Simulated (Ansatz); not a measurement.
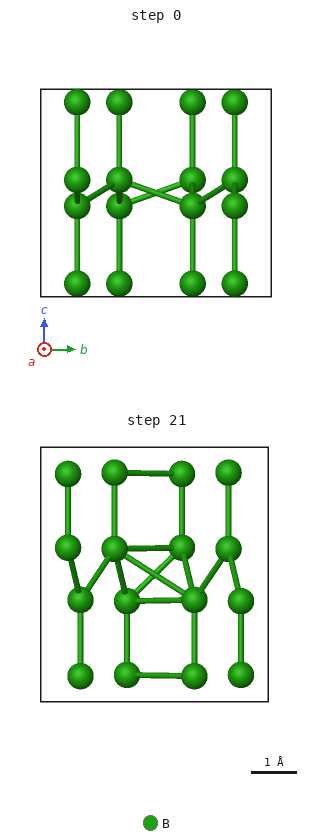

The structure of crystalline B (a generated structure, set up in Cmcm) (coarse preliminary run) before (top) and after (bottom) a relaxation, at one scale.

The picture is a ball-and-stick view of the conventional cell (2 times the calculation's cell), seen along the a axis. Lengths and directions refer to the drawn axes.

All numbers below come from DFT PBE, scalar-relativistic, plane waves, PAW (Ansatz).

The input:
```yaml
crystal:
  lattice:
    - [4.27985043, -2.5656376, 0.0]
    - [4.27985043, 2.5656376, 0.0]
    - [0.0, 0.0, 4.61054391]
  atoms:
    - { symbol: B, position: [0.01372773, 0.33155955, 0.43716715] }
    - { symbol: B, position: [0.33155955, 0.01372773, 0.56283285] }
    - { symbol: B, position: [0.66844045, 0.98627227, 0.06283285] }
    - { symbol: B, position: [0.98627227, 0.66844045, 0.93716715] }
    - { symbol: B, position: [0.98627227, 0.66844045, 0.56283285] }
    - { symbol: B, position: [0.66844045, 0.98627227, 0.43716715] }
    - { symbol: B, position: [0.33155955, 0.01372773, 0.93716715] }
    - { symbol: B, position: [0.01372773, 0.33155955, 0.06283285] }
    - { symbol: B, position: [0.15872467, 0.84127533, 0.43720625] }
    - { symbol: B, position: [0.84127533, 0.15872467, 0.56279375] }
    - { symbol: B, position: [0.15872467, 0.84127533, 0.06279375] }
    - { symbol: B, position: [0.84127533, 0.15872467, 0.93720625] }
basis:
  ecutwfc: 420
kpoints:
  mp_grid: { grid: [4, 4, 4] }
hamiltonian:
  xc: pbe
scf:
  occupations: { method: gaussian, width: 0.1 }
  lower_state_search: "off"
output:
  forces: true
  stress: true
  eigenvalues: true
relax:
  adjacent_minimum: "off"
  f_tol: 0.04
  max_steps: 70
  cell: { stress_tol: 0.4 }
```

Launched with:
```bash
ansatz run input.yaml --threads 1 --pin off --max-ram 2560MiB --backend cpu --events-out ev --progress --plain --runs-dir out
```

Q: What changed between the two?

A: The energy falls by 491 meV per atom in 17 accepted moves (21 points after the start). Largest force component: 2.1 eV/Å at the start, 0.01 eV/Å at the end. The pressure goes from 25.79 to 0.05 GPa. The line search rejected the trial steps at points 12, 19 of the run. At 2 points the geometry stayed and the basis and grid were re-selected for the new cell (energy shift of 10.2 meV per atom at most each time). The largest moves relative to the cell, 0.31 Å, are those of B9, B10, B11 and B12. B10 goes along [0 −1 1]. Cell: a 8.560 → 7.160 Å (−16.3 %), b 5.131 → 5.065 Å (−1.3 %), c 4.611 → 5.657 Å (+22.7 %). Volume +1.3 %. Near-neighbour distances that change, for instance: B1–B2 1.731 → 2.104 Å, B1–B9 2.200 → 1.963 Å, B1–B10 1.587 → 1.742 Å, B10–B12 1.726 → 1.639 Å. Bond angles that change, for instance: B4–B11–B7 137.2° → 93.5°, B8–B4–B11 126.4° → 94.2°, B9–B11–B12 109.6° → 134.3°. The space group stays Cmcm (No. 63).
